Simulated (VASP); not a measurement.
This input was run:

INCAR:
```
ENCUT = 520.000000
SIGMA = 0.010000
EDIFF = 1.00e-07
ALGO = Normal
METAGGA = R2SCAN
PREC = Accurate
IBRION = -1
ISIF = 2
ISMEAR = 0
NBANDS = 12
NELM = 120
NSW = 0
LASPH = .TRUE.
LCHARG = .FALSE.
LWAVE = .FALSE.
LREAL = .FALSE.
```

KPOINTS:
```
KPOINTS created by Atomic Simulation Environment
0
Gamma
8 8 8
0 0 0
```

POSCAR:
```
Cs H
 1.0000000000000000
     0.0457659737000000    3.1892664583000001    3.1892664583000001
     3.1892664583000001    0.0457659737000000    3.1892664583000001
     3.2350324320000001    3.2350324320000001    0.0000000000000000
 Cs  H
   1   1
Cartesian
  0.0000000000000000  0.0000000000000000  0.0000000000000000
  3.2350324320000001  3.2350324320000001  3.1892664583000001
```

Run as:
```bash
mpirun -np 1 vasp_std
```

System: CsH, space group Immm (No. 71), 2 atoms in the cell, rocksalt type, shear (xy) strain +2.9%.

Computed with VASP: DFT, r2SCAN, plane waves, PAW, 8×8×8 k mesh, 520 eV cutoff, Gaussian smearing of 0.01 eV.

What does the calculation give for the electronic structure?

There is a gap; over the k points computed it is 2.66 eV (direct among those points). The upper group of valence states starts about 1.7 eV under the valence-band top (which lies at −1.3 eV on this axis), with a gap beneath it; it holds about 2 electrons a cell. Within the window shown, the tallest peak of the filled states lies 0.6 eV under the valence-band top, at about 2.7 states per eV and cell.

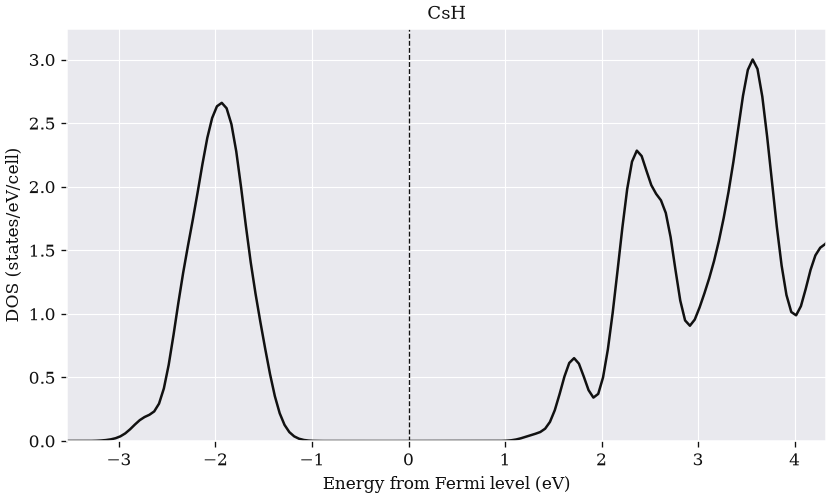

Density of states. Energies are counted from the Fermi level, put mid-gap where there is a gap. The curve is built from the levels of the k mesh with Gaussians 0.3 eV wide, which also blur the band edges.
